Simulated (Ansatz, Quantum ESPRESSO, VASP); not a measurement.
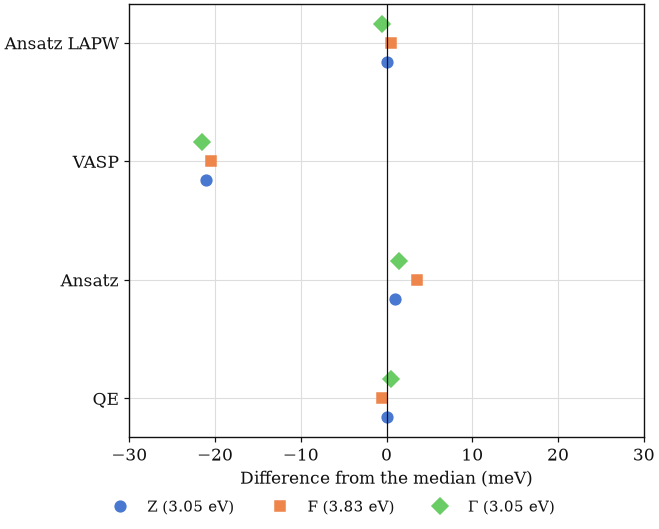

Direct gap at each named k point, for TiO$_{2}$, space group R-3m (No. 166), 3 atoms in the primitive cell, volume scaled by a factor 0.94; a = 2.934 Å, c = 20.517 Å (hexagonal axes). Four runs by three programs used PBE (no spin polarisation, no spin-orbit coupling) on the same cell and 10×10×10 k mesh. The plot shows each result less the median of the plane-wave and all-electron runs, which the legend gives. In reduced coordinates of the cell that was run, Z is (0.5, 0.5, 0.5) and F is (0.5, 0.5, 0). The cell is at 8 GPa in Ansatz. The smallest gap over all k points computed is less than these values: 2.89 eV in Ansatz, from the valence top at a point off the named ones to the conduction bottom at Γ.

**What spread should one expect between these programs?**

The plane-wave and all-electron programs (Ansatz, Ansatz LAPW, VASP and Quantum ESPRESSO) agree within 24 meV at these points.

```
         program          kind  valence electrons  Z (eV)  F (eV)  Γ (eV)
Quantum ESPRESSO   plane waves                 24   3.046   3.830   3.047
          Ansatz   plane waves                 24   3.047   3.834   3.048
            VASP   plane waves                 24   3.025   3.810   3.025
     Ansatz LAPW  all-electron                  –   3.046   3.831   3.046
```

Settings. SSSP 1.3 efficiency PBE, 748 eV cutoff, Fermi-Dirac smearing of 0.05 eV (Quantum ESPRESSO 7.5). Ansatz PAW, 420 eV cutoff, Fermi-Dirac smearing of 0.05 eV (Ansatz). VASP PAW PBE potentials, release 64 (Ti_sv, O), 520 eV cutoff, Fermi-Dirac smearing of 0.05 eV (VASP). all-electron LAPW, Fermi-Dirac smearing of 0.05 eV (Ansatz 0.2.0).

LDA, GGA and most meta-GGA functionals understate gaps. The usual form of TiO2 is rutile or anatase.
